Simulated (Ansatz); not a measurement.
**Na: 5 runs along one coordinate**

System: Na (P6₃/mmc, 4 atoms in the cell).
Method: Kohn-Sham DFT of a periodic cell, PBE, Ansatz PAW, no spin polarisation (Ansatz 0.2.0).

The 5 runs differ only in the geometry, by an even scaling of the cell at fixed fractional positions. The structure derives from a Materials Project entry.

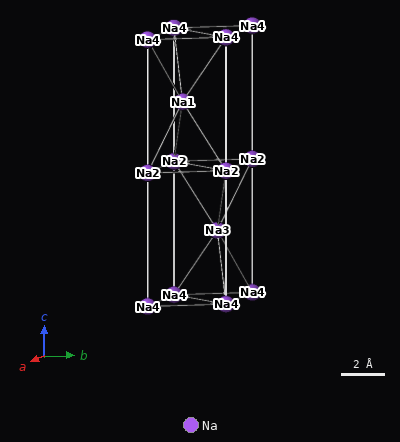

Figure 1. The structure of run 3 (ball-and-stick view of the cell of the calculation, seen slightly off an axis; atoms are numbered from 1 in the order of the input).

## Input of run 3
```yaml
crystal:
  lattice:
    - [3.7248896839, 0.0, 0.0]
    - [-1.8624448419, 3.2258490925, 0.0]
    - [0.0, 0.0, 12.6203525792]
  atoms:
    - { symbol: Na, position: [0.6666666667, 0.3333333333, 0.75] }
    - { symbol: Na, position: [0.0, 0.0, 0.5] }
    - { symbol: Na, position: [0.3333333333, 0.6666666667, 0.25] }
    - { symbol: Na, position: [0.0, 0.0, 0.0] }
hamiltonian:
  xc: pbe
  pseudopotentials: { kind: paw }
kpoints:
  mp_grid: { grid: [8, 8, 3] }
scf:
  occupations: { method: fermi_dirac, width: 0.05 }
output:
  forces: true
  stress: true
  eigenvalues: true
  write_density: true
  write_potential: true
  elf: true
  volumetric_format: npy
```

Command:
```bash
ansatz run input.yaml --threads 2 --pin off --max-ram 5120MiB --backend cpu --events-out ev --progress --plain --runs-dir out
```

Run 2 differs from it as follows:
```diff
-    - [3.7248896839, 0.0, 0.0]
-    - [-1.8624448419, 3.2258490925, 0.0]
-    - [0.0, 0.0, 12.6203525792]
+    - [3.6755475868, 0.0, 0.0]
+    - [-1.8377737934, 3.183117583, 0.0]
+    - [0.0, 0.0, 12.4531759071]
```

## Results, with one run withheld

```csv
run,volume per atom (Å³),"free energy per atom, from the lowest run given (meV)",pressure (GPa)
1,35.681,1.07,0.33
2,36.425,?,?
3,37.911,0.00,−0.15
4,38.655,1.03,−0.29
5,39.398,2.64,−0.41
```

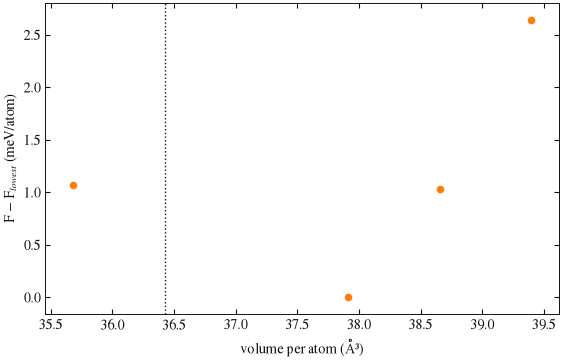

Figure 2. Free energy per atom of the runs given; the dotted line marks run 2.

What should run 2 give?

A quadratic polynomial in V^(−2/3) (the Birch–Murnaghan form), fitted to the 4 runs given, misses them by under 0.01 meV per atom. With x = V^(−2/3) − 0.08868 Å⁻², it reads F = −0.040587 − 583.43 x + 2.4905e+05 x² (meV per atom). At run 2 it gives −0.05 meV per atom, and the run itself gives −0.04. The slope of the fit gives a pressure −dF/dV of 0.15 GPa there, and the run prints 0.15 GPa. The fit has its minimum at 37.129 Å³ per atom, where V d²F/dV² gives 7.71 GPa. Cell shape and fractional positions are held, so this is the stiffness under even scaling; the relaxed bulk modulus wasn't computed.

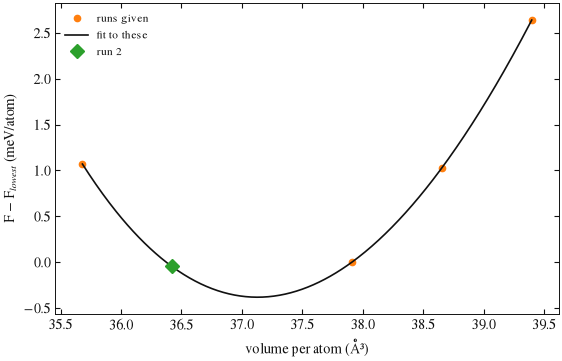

Figure 3. The fit and the withheld run.

## Output, shortened to warnings, some set-up lines, iterations and results (run 2)
```
Basis set: ecut = 420 eV, 2861 PW (Γ), exchange–correlation on 50×50×180 points (8 copies of the dense FFT grid, shifted against one another)
Symmetry: 24 space group operations
k-points: 20 of 192
Initial density: superposition of atomic densities (neutral atoms: chi_scale 0, normalization atom), corrected by the library's trained network
[...]
SCF iter   1: F=—  HF=-5945.654159 eV  |F-HF|=—  |Δ(HF+E_count)|=         —  Δρ=5.58e-4  dr2=2.43e-4  ethr=1.77e-3  ⟨swp⟩=5.3  Hψ=1837  notcnv=0
SCF iter   2: F=—  HF=-5945.652628 eV  |F-HF|=—  |Δ(HF+E_count)|=   1.53e-3  Δρ=2.17e-4  dr2=5.69e-5  ethr=6.76e-7  ⟨swp⟩=2.1  Hψ=953  notcnv=0
SCF iter   3: F=—  HF=-5945.652699 eV  |F-HF|=—  |Δ(HF+E_count)|=   7.05e-5  Δρ=1.02e-4  dr2=2.05e-5  ethr=1.58e-7  ⟨swp⟩=2.1  Hψ=683  notcnv=0
SCF iter   4: F=—  HF=-5945.652726 eV  |F-HF|=—  |Δ(HF+E_count)|=   2.71e-5  Δρ=4.27e-5  dr2=3.26e-6  ethr=5.69e-8  ⟨swp⟩=2.8  Hψ=732  notcnv=0
SCF iter   5: F=-5945.652729 eV  HF=-5945.652729 eV  |F-HF|=3.16e-8  |Δ(HF+E_count)|=   2.69e-6  Δρ=6.65e-6  dr2=7.44e-8  ethr=9.05e-9  ⟨swp⟩=1.8  Hψ=482  notcnv=0
SCF iter   6: F=-5945.652729 eV  HF=-5945.652729 eV  |F-HF|=9.94e-10  |Δ(HF+E_count)|=   4.46e-8  Δρ=1.43e-6  dr2=2.32e-9  ethr=2.07e-10  ⟨swp⟩=4.9  Hψ=2460  notcnv=0
SCF 1 converged in 6 iterations: F = -5945.652729 eV  dr2 = 2.32e-9
SCF converged after 6 iterations
Free energy (F): -5945.652729 eV
Harris-Foulkes:  -5945.652729 eV  (|F-HF|=9.94e-10)
Internal energy: -5945.634814 eV  (E = F + TS)
E sigma→0 (E₀):  -5945.643771 eV
Entropy (-TS):   -0.017914 eV (-4.479 meV/atom)
Fermi energy:    1.805390 eV
--- Per-component energies (eV) ---
  E_band       = -961.270033
  E_kinetic    = 480.852464
  E_local      = -5751.650110  (includes V_loc(G=0)·N_el)
  E_nonlocal   = 460.487847
  E_hartree    = 2102.971878
  E_xc         = -153.518232
  E_vxc        = -197.253913  (∫ρ·V_xc dr)
  E_paw        = -1052.648976  (= ΣΔE_a)
  E_vpaw       = -159.649506  (= ΣTr[D̂ρ^β])
  E_aug_tail   = -0.000112  (compensation charges beyond the density's cutoff)
  E_ewald      = -2032.129573
  E_smearing   = -0.017914  (= −TS)
  E_closure    = 0.000000  (closes the sum)
  Σ components = -5945.652729   (vs F -5945.652729, Δ=0.00e0)
--- Forces (eV/Å), atoms counted from 1 ---
  atom   1  Na     0.00000000    -0.00000000     0.00000000
  atom   2  Na    -0.00000000     0.00000000     0.00000000
  atom   3  Na     0.00000000     0.00000000    -0.00000000
  atom   4  Na     0.00000000     0.00000000     0.00000000
  max |Σ_I F_I| component: 2.89e-19 eV/Å
--- Stress (GPa, compression-positive) ---
        0.485790       0.000000       0.000000
        0.000000       0.485790      -0.000000
        0.000000      -0.000000      -0.511508
  P = ⅓ Tr σ = 0.1534 GPa (1.534 kbar)
```
